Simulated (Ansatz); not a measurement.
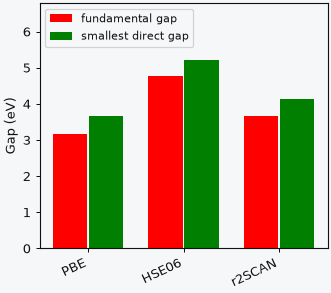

Gaps of ZrO₂, space group I4/mmm (No. 139), 3 atoms in the cell, fluorite type, epitaxial (xy) strain +1.0%, at several levels of theory on one cell (Ansatz, plane waves and PAW; edges over the mesh and the special points).

**How does the gap depend on the level, and does its kind change?**

In rising order: PBE 3.16 eV, r2SCAN 3.67 eV and HSE06 4.76 eV. It is indirect at every level.
